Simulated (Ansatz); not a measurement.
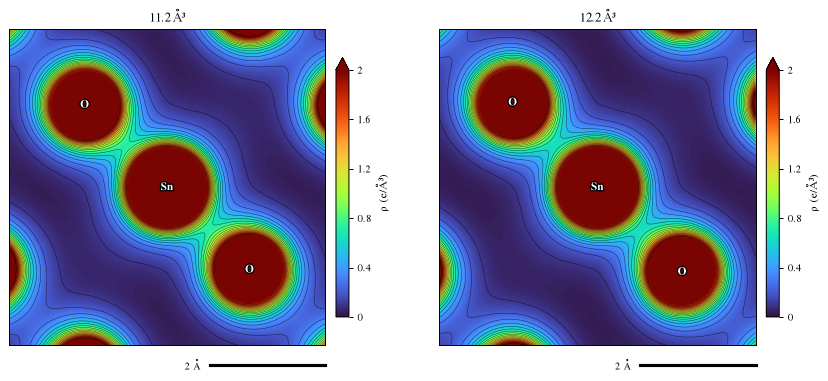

SnO2. The valence pseudo-density of cells scaled evenly to different volumes (given per atom above each panel), on the (001) plane of each (indices in the axes of the cell below), at one length scale and on one colour scale.

Theory: Kohn-Sham DFT of a periodic cell, revPBE, Ansatz PAW in Ansatz.

The largest cell:

```yaml
crystal:
  lattice:
    - [4.76938, 0.00000, 0.00000]
    - [0.00000, 4.76938, 0.00000]
    - [0.00000, 0.00000, 3.20760]
  atoms:
    - { symbol: Sn, position: [0.50000, 0.50000, 0.50000] }
    - { symbol: Sn, position: [0.00000, 0.00000, 0.00000] }
    - { symbol: O, position: [0.80710, 0.19290, 0.50000] }
    - { symbol: O, position: [0.69290, 0.69290, 0.00000] }
    - { symbol: O, position: [0.19290, 0.80710, 0.50000] }
    - { symbol: O, position: [0.30710, 0.30710, 0.00000] }
```

| volume (Å³/atom) | Sn–O contact in the plane (Å) | ρ at its midpoint (e/Å³) | pressure (GPa) | gap on the mesh (eV) | 
| --- | --- | --- | --- | --- |
| 11.21 | 2.016 | 0.721 | 31.1 | 2.10 | 
| 11.92 | 2.058 | ? | ? | ? | 
| 12.16 | 2.071 | 0.641 | 9.7 | 1.12 | 

**Estimate the missing row, and compare with the calculation.**

Over the known rows ln ρ falls by 2.14 per Å of Sn–O distance (the line through the two), which gives 0.659 e/Å³ at 2.058 Å; the calculation gives 0.660 e/Å³. For the pressure, a straight line in volume between the neighbouring rows gives 15.1 GPa; the calculation gives 14.2, lower because pressure rises ever faster on compression. For the gap on the mesh, a straight line in volume between the neighbouring rows gives 1.37 eV; the calculation gives 1.35.
